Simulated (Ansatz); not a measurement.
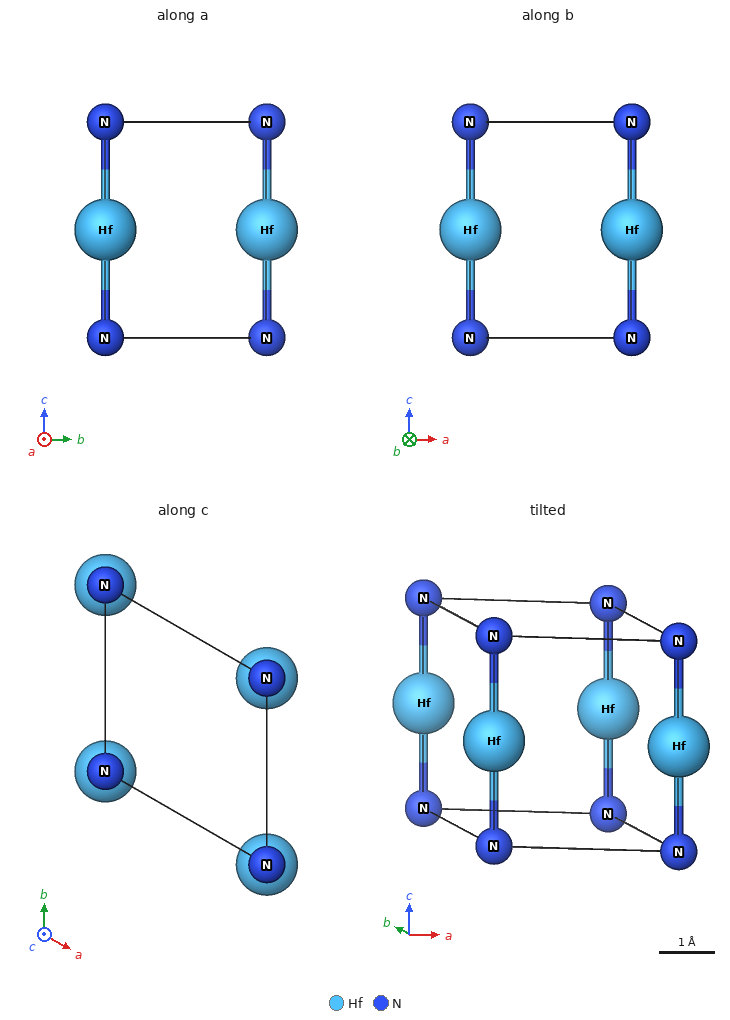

Shown here is a ball-and-stick view of the crystal, taken along the a axis, along the b axis, along the c axis and slightly off an axis. The conventional unit cell is outlined; an atom on or near a face, edge or corner is repeated at each equivalent position.

Lattice parameters: a = 3.4331 Å, b = 3.4331 Å, c = 3.9696 Å, α = 90.000°, β = 90.000°, γ = 120.000°.

**Write down what is shown as a CIF in P1 with every atom of the cell.**

```cif
data_structure
_symmetry_space_group_name_H-M 'P 1'
_symmetry_Int_Tables_number 1
_cell_length_a 3.4331
_cell_length_b 3.4331
_cell_length_c 3.9696
_cell_angle_alpha 90.000
_cell_angle_beta 90.000
_cell_angle_gamma 120.000
_cell_volume 40.52
loop_
_atom_site_label
_atom_site_type_symbol
_atom_site_fract_x
_atom_site_fract_y
_atom_site_fract_z
_atom_site_occupancy
Hf1 Hf 0.0000 0.0000 0.5000 1
N1 N 0.0000 0.0000 0.0000 1
```

Provenance: a random cell made by a generator, so it need not be a real form of the compound. The structure drawn was relaxed with DFT PBE, scalar-relativistic, plane waves, PAW in Ansatz 0.2.0.
